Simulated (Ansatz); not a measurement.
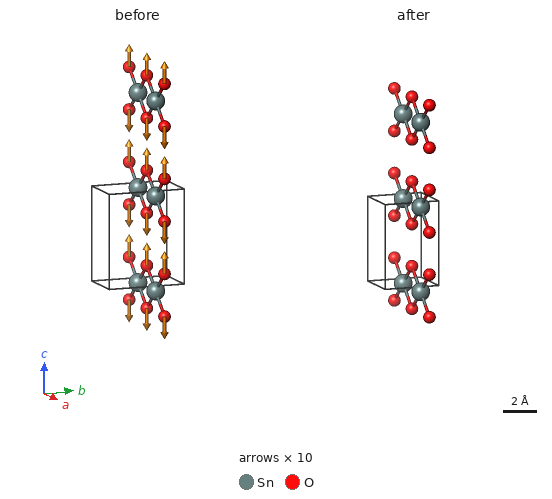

The structure of a crystal of SnO2 (a generated structure, set up in Pmmm) before (left) and after (right) a relaxation, at one scale. The orange arrows give the displacements (the part carried along by the change of the cell is left out), magnified 10 times.

Style: ball-and-stick. Shown: the cell of the calculation, repeated 2 × 1 × 2 with one cell outlined, slightly off an axis.

The run lets cell and atoms move.

Theory: Kohn-Sham DFT of a periodic cell, PBE, Ansatz PAW (Ansatz).

The input:
```yaml
crystal:
  lattice:
    - [3.02327, 0.0, 0.0]
    - [0.0, 4.96468, 0.0]
    - [0.0, 0.0, 5.97696]
  atoms:
    - { symbol: Sn, position: [0.5, 0.5, 0.0] }
    - { symbol: O, position: [0.0, 0.5, 0.77572] }
    - { symbol: O, position: [0.0, 0.5, 0.22428] }
hamiltonian:
  xc: pbe
  pseudopotentials: { kind: paw }
kpoints:
  mp_grid: { grid: [9, 6, 5] }
scf:
  occupations: { method: fermi_dirac, width: 0.05 }
output:
  forces: true
  stress: true
  eigenvalues: true
relax:
  f_tol: 0.01
  max_steps: 40
  cell: { stress_tol: 0.05, p_target: 5.0 }
```

Run as
```bash
ansatz run input.yaml --threads 2 --pin off --max-ram 5632MiB --backend cpu --events-out ev --progress --plain --runs-dir out
```

### What changed between the two?

Over 13 accepted moves (16 points after the start) the energy rises by 117 meV per atom. With the target pressure of 5 GPa, the enthalpy E + pV changes by −229 meV per atom. Largest force component: 0.00054 eV/Å at the start, 0.0011 eV/Å at the end. Pressure: 0.47 GPa at the start and 4.99 GPa at the end. At 3 points the geometry stayed and the basis and grid were re-selected for the new cell (energy shift of 5.1 meV per atom at most each time). The largest moves relative to the cell, 0.14 Å, are those of O atoms. Sn stays in place. The drawn cell changes as follows: a 3.023 → 2.995 Å (−0.9 %), b 4.965 → 3.540 Å (−28.7 %), c 5.977 → 5.327 Å (−10.9 %); the volume changes by −37.0 %. Among the contacts that change: O–Sn 2.020 → 2.009 Å. The space group stays Pmmm (No. 47). The run took 38 s on 2 threads of Arm Neoverse V2, with other jobs on the host, peak memory 0.39 GiB.
